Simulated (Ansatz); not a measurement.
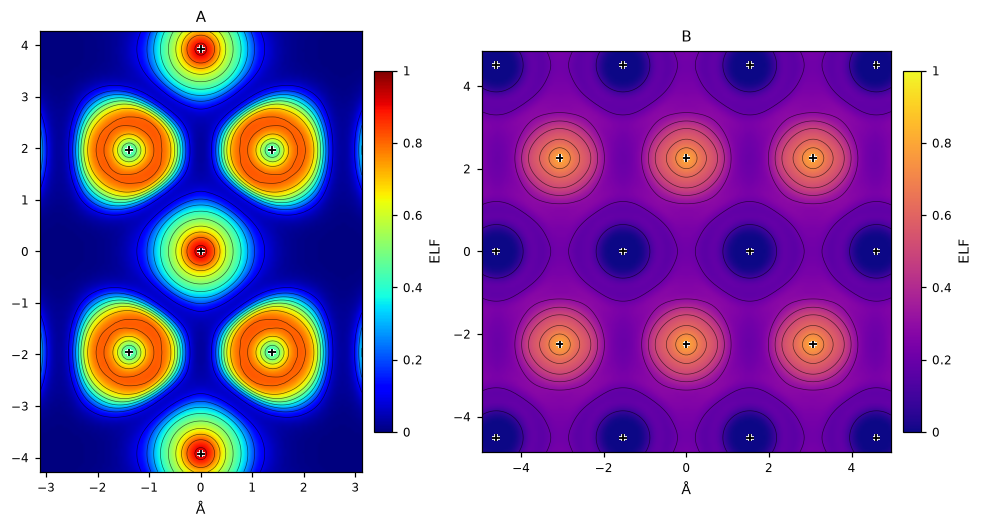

The electron localisation function of 2 systems, each on a plane through atoms (crosses mark nuclei in the plane).

Method: Ansatz, DFT PBE, scalar-relativistic, plane waves, PAW.

System 1: ZnAu, the (101) plane of the conventional cell. Space group P4/mmm; changed on purpose from its base cell (strain -0.025 along x and y, +0.050 along z, atoms carried along); computed pressure about 5 GPa in this cell; computed without spin polarisation.

System 2: CdF2, the (101) plane of the conventional cell. Space group Fm-3m; changed on purpose from its base cell (strain +0.030 along x and y, +0.030 along z, atoms carried along); computed pressure about −3 GPa in this cell.

> Which map belongs to which system?

Panel A is system 2, CdF2: the plane holds Cd and F. Cd–F (2.40 Å): the ELF is about 0.05 at the midpoint: no localised pair shows between them. Panel B is system 1, ZnAu: the plane holds Zn and Au. Zn–Au (2.73 Å): the ELF is about 0.25 at the midpoint; no shared electron pair shows on this line.
